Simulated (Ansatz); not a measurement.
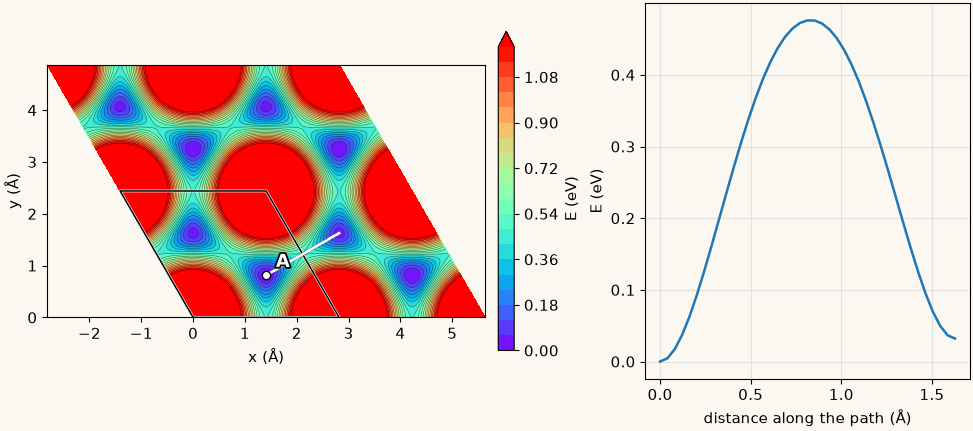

Pt on an Al(111) slab cut from the Fm-3m phase, its upper half relaxed before the scan (12 atoms of substrate and one adsorbate in a 2 × 2 cell). 
- Pt is moved over the surface cell; relaxed at each place: the height of the adsorbate's atoms; substrate rigid; the origin of the map has the adsorbate above Al9.
- Places are given modulo a cell vector. The map is drawn in real space over the plane of the surface.
- The grid has 6 × 6 points; 10 points were computed and 26 follow by symmetry.
- Places are given in fractions of the 1 × 1 surface cell.
- Energies: eV, counted from the lowest grid point.
- Level of theory: Ansatz 0.2.0, DFT LDA, scalar-relativistic, plane waves, PAW. Settings: cutoff 420 eV, k-mesh 6×6×1, gaussian smearing 0.1 eV, no spin polarisation.

In the figure: filled contours, a line along the lowest path, the outline of one cell of the 2 × 2 shown, one colour for all values above the top of the scale, the energy along the path at the right, the start A. Between grid points the surface is interpolated.

> Describe the path and its barrier.

The easiest path leads from the well at a threefold hollow over a third-layer Al atom, (4/6, 2/6) of the cell vectors to the well at a threefold hollow over a second-layer Al atom, (2/6, 4/6) of the cell vectors, about 0.032 eV higher. Its highest point lies about 0.48 eV above the bottom of the first well on the interpolated surface, at a bridge site between two Al atoms, (0/6, 3/6) of the cell vectors. This is the barrier on the constrained surface; relaxing the other coordinates would change it.

PAW datasets: the set soft_1.
